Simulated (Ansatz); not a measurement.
## Electronic structure of TaSi2 in real space

```cif
data_structure
_symmetry_space_group_name_H-M 'P 1'
_symmetry_Int_Tables_number 1
_cell_length_a 4.7609
_cell_length_b 8.2461
_cell_length_c 6.5558
_cell_angle_alpha 90.000
_cell_angle_beta 90.000
_cell_angle_gamma 90.000
_cell_volume 257.37
loop_
_atom_site_label
_atom_site_type_symbol
_atom_site_fract_x
_atom_site_fract_y
_atom_site_fract_z
_atom_site_occupancy
Ta1 Ta 0.50000 0.00000 0.50000 1
Ta2 Ta 0.00000 0.50000 0.50000 1
Ta3 Ta 0.25000 0.25000 0.83157 1
Ta4 Ta 0.75000 0.75000 0.83157 1
Ta5 Ta 0.75000 0.25000 0.16843 1
Ta6 Ta 0.25000 0.75000 0.16843 1
Si1 Si 0.00000 0.17139 0.50000 1
Si2 Si 0.50000 0.67139 0.50000 1
Si3 Si 0.77068 0.07709 0.83002 1
Si4 Si 0.27068 0.57709 0.83002 1
Si5 Si 0.27068 0.42291 0.16998 1
Si6 Si 0.77068 0.92291 0.16998 1
Si7 Si 0.50000 0.32861 0.50000 1
Si8 Si 0.00000 0.82861 0.50000 1
Si9 Si 0.72932 0.42291 0.83002 1
Si10 Si 0.22932 0.92291 0.83002 1
Si11 Si 0.22932 0.07709 0.16998 1
Si12 Si 0.72932 0.57709 0.16998 1
```

Space group C222; not relaxed (largest force 0.8 eV/Å); computed without spin polarisation.

The calculation used DFT PBEsol, scalar-relativistic, plane waves, PAW in Ansatz.

Core electrons are frozen (PAW), and the valence fields are smoothed inside the atomic spheres.

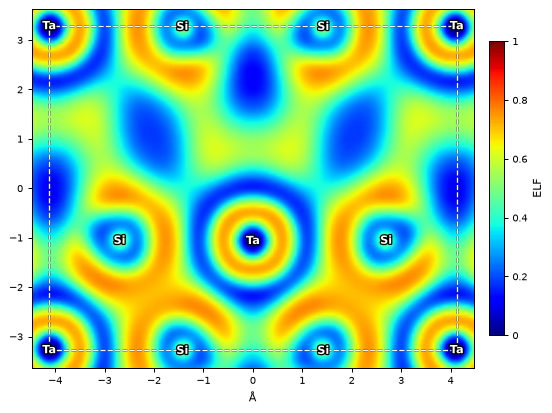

Figure 1. ELF on the (100) plane of the conventional cell.

**What do the fields say about this system?**

Atoms in the plane: Ta and Si. Ta–Si (2.64 Å): the ELF peaks at about 0.75 in the valence shell of Si, 0.9 Å from its nucleus, and is about 0.40 at the midpoint. Ta–Si (2.70 Å): the ELF peaks at about 0.75 in the valence shell of Si, 0.9 Å from its nucleus, and is about 0.40 at the midpoint. The features right at Ta lie inside the PAW spheres, where the map follows smoothed inner orbitals and isn't to be read closely.

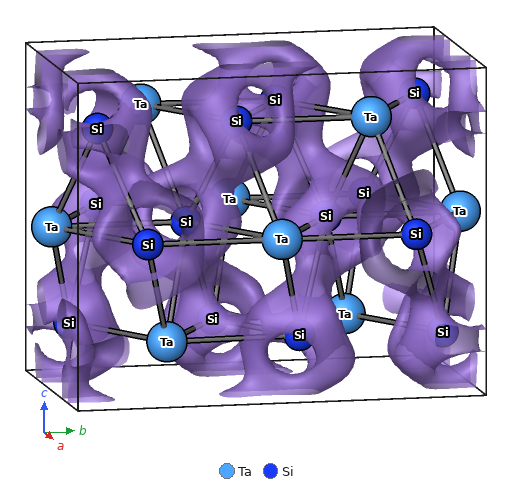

Figure 2. Isosurface of the electron localisation function at 0.65 (purple), seen slightly off an axis. Only the valence region is drawn (cores and ρ < 0.01 e/Å³ removed). Sticks mark near contacts.

**Describe the localisation domains.**

At this value the surface marks out channels that run through the cell in one direction, counted in one cell of 18 atoms. Any copies at cell faces, edges or corners count once. Along the contacts the grid gives the following. Si–Si (2.53 Å): the ELF peaks at about 0.70 between the atoms. Ta–Si (2.56 Å): the ELF peaks at about 0.75 in the valence shell of Si, 0.9 Å from its nucleus, and is about 0.40 at the midpoint.

**Does the calculation give a band gap?**

It is metallic or semimetallic at this level of theory: no gap opens.
